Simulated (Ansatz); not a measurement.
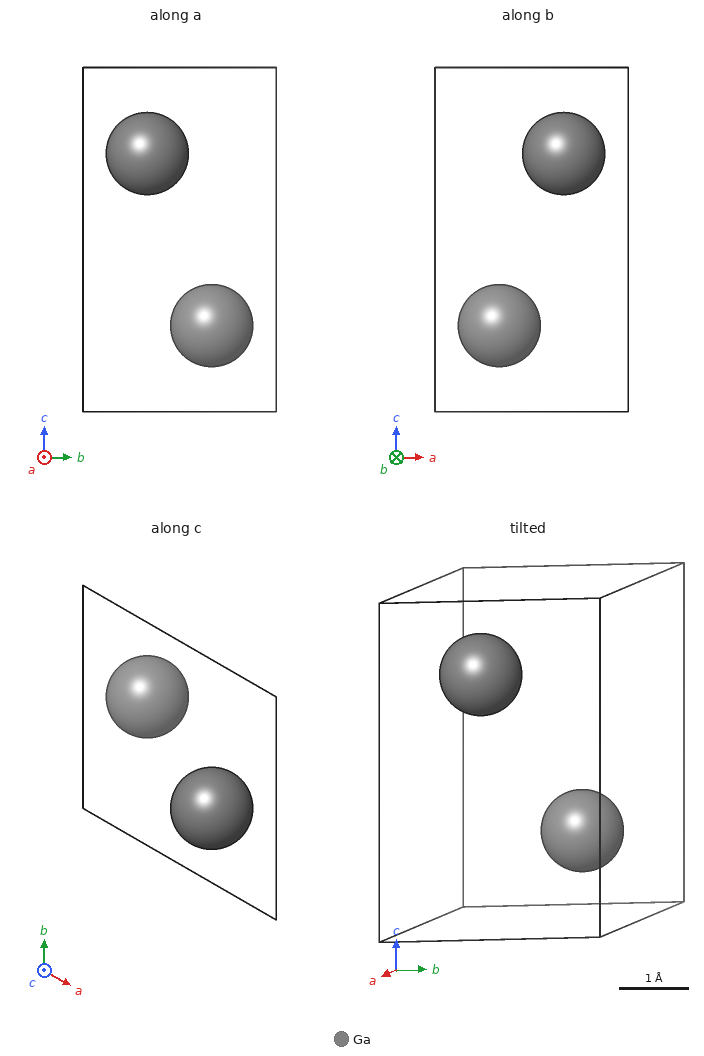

View along the a axis, along the b axis, along the c axis and slightly off an axis, drawn as a spheres-only model. The wireframe shows the conventional unit cell.

Lattice parameters: a = 3.246 Å, b = 3.246 Å, c = 5.009 Å, α = 90.00°, β = 90.00°, γ = 120.00°. Put a along x and b in the xy plane.

Q: Express the structure as a POSCAR file.

A:
```
Ga
1.0
     3.246    0.000    0.000
    -1.623    2.811    0.000
     0.000    0.000    5.009
Ga
2
Direct
  0.3333 0.6667 0.2500
  0.6667 0.3333 0.7500
```

The initial geometry was a structure type filled with this element by a generator (whether the element takes this form wasn't checked). Earlier steps of the study may have refined or changed the cell and positions. A calculation with Ansatz used it as input.
